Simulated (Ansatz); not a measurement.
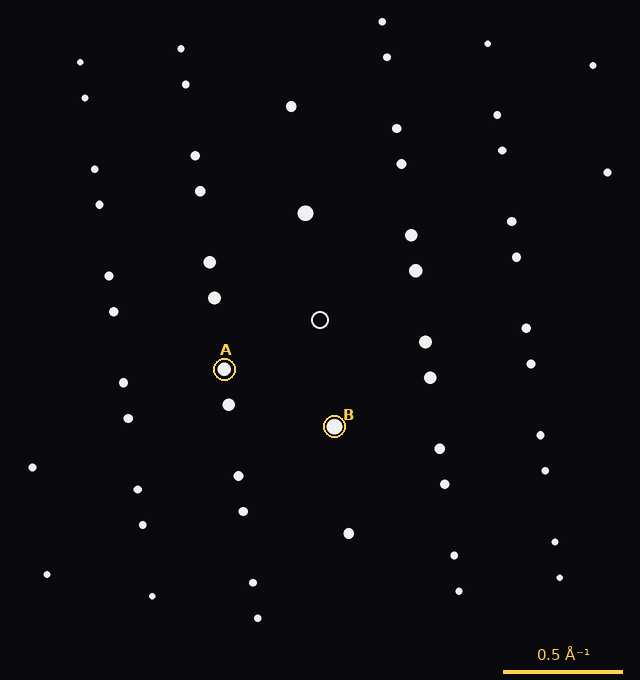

Kinematic zone-axis pattern, calculated for 300 keV electrons with B = 0.5 Å². Two individuals of a reflection twin are superposed (a geometric construction: whether this twin forms is not tested). Crystal: Ru, space group Fm-3m (No. 225), a = 3.811 Å, zone axis [110]. Structure: the input geometry of an electronic-structure calculation (not necessarily at equilibrium); the starting structure was generated, so it need not be a known form of this composition.

In the first individual spot A is -1 1 -1 and spot B is -1 1 1.

Question: Find the twin plane.

Answer: (1-1-1). The spot positions of the combined pattern are mirror-symmetric about the row through 1 -1 -1 (d = 2.200 Å), which both individuals share, while a single individual has only symmetry 2mm without that mirror line. Friedel's law adds the mirror line at right angles, so a twin on (1-12) would give the same picture; the more widely spaced plane was used.

Question: Which other reflections coincide?

Answer: Within the frame only the reflections of the common row coincide.
